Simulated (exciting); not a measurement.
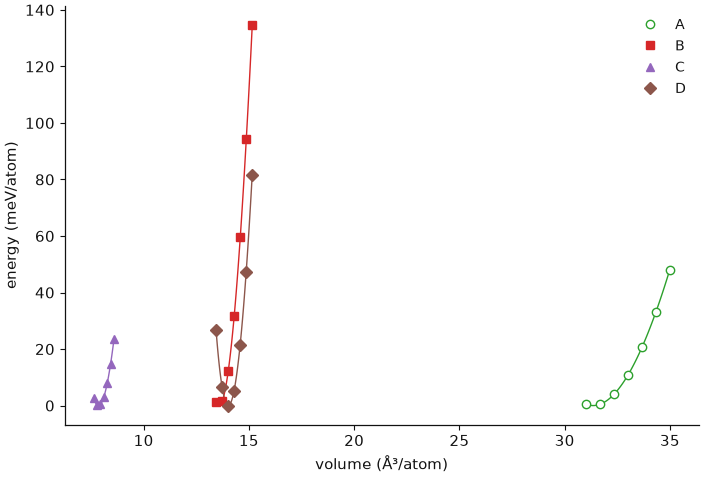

The plot gives the computed energy against volume, with one curve for each element, for Be, Rh, Tc and Y (all in space group P6_3/mmc (No. 194)). The labels are replaced by letters.

Calculation (exciting sodium): all-electron LAPW DFT, no spin polarisation; energies at scaled volumes of the given cell, shape and fractions fixed, counted from the fit's minimum, third-order Birch-Murnaghan fit. Level: PBEsol.

```tsv
setting	value
occupations	Fermi–Dirac
smearing width	0.05 eV
potentials	all electron LAPW+lo, shipped species files
```

Question: Which letter stands for which compound?

Answer: A: Y; B: Rh; C: Be; D: Tc.

Caveats: shape and atomic fractions are frozen while scaling, which makes layered, chain and framework solids too stiff.
